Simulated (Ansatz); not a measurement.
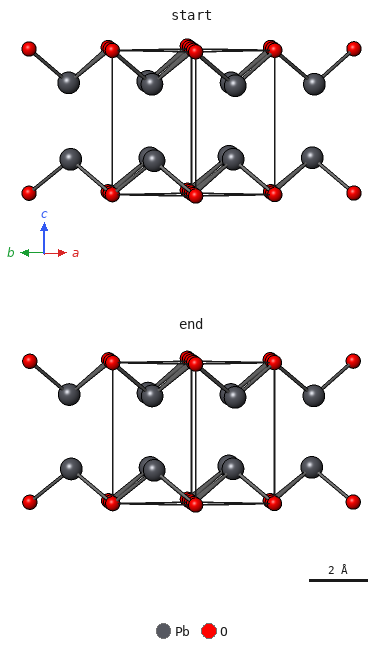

The structure of a crystal of PbO (set up in P4/nmm) before (top) and after (bottom) a relaxation, at one scale.

Style: ball-and-stick. Shown: the cell of the calculation, repeated 2 × 2 × 1 with one cell outlined, from a free direction.

The run lets cell and atoms move.

Computed with Ansatz 0.2.0, Kohn-Sham DFT of a periodic cell, r2SCAN, Ansatz PAW.

Input file:
```yaml
crystal:
  lattice:
    - [3.99, 0.0, 0.0]
    - [0.0, 3.99, 0.0]
    - [0.0, 0.0, 5.01]
  atoms:
    - { symbol: Pb, position: [0.5, 0.0, 0.76] }
    - { symbol: Pb, position: [0.0, 0.5, 0.24] }
    - { symbol: O, position: [0.5, 0.5, 0.0] }
    - { symbol: O, position: [0.0, 0.0, 0.0] }
hamiltonian:
  xc: r2scan
  pseudopotentials: { kind: paw }
kpoints:
  mp_grid: { grid: [7, 7, 6] }
scf:
  occupations: { method: fermi_dirac, width: 0.05 }
output:
  forces: true
  stress: true
  eigenvalues: true
  write_density: true
  write_potential: true
  elf: true
  volumetric_format: npy
relax:
  f_tol: 0.01
  max_steps: 40
  cell: { stress_tol: 0.05, p_target: 2.0 }
```

Command:
```bash
ansatz run input.yaml --threads 2 --pin off --max-ram 5632MiB --backend cpu --events-out ev --progress --plain --runs-dir out
```

Question: Describe what moved and what it gained.

Answer: The largest moves relative to the cell, 0.006 Å, are those of Pb atoms. O stays in place. The drawn cell changes as follows: a = b 3.990 → 3.973 Å (−0.4 %), c 5.010 → 4.897 Å (−2.3 %); the volume changes by −3.1 %. Near-neighbour distances that change, for instance: O–Pb 2.329 → 2.311 Å. The space group stays P4/nmm (No. 129). After 4 accepted moves (5 points after the start) the energy has risen by 3.6 meV per atom. With the target pressure of 2 GPa, the enthalpy E + pV changes by −4.2 meV per atom. The largest force component goes from 0.39 to 0.0018 eV/Å. Pressure: −0.31 GPa at the start and 2.02 GPa at the end. The SCF was repeated once at an unchanged geometry on a basis and grid sized afresh for the cell, which shifted the energy by 0.2 meV per atom at most.

Limits of the set-up: layers or molecules are held without a dispersion correction, so their spacing is unreliable.
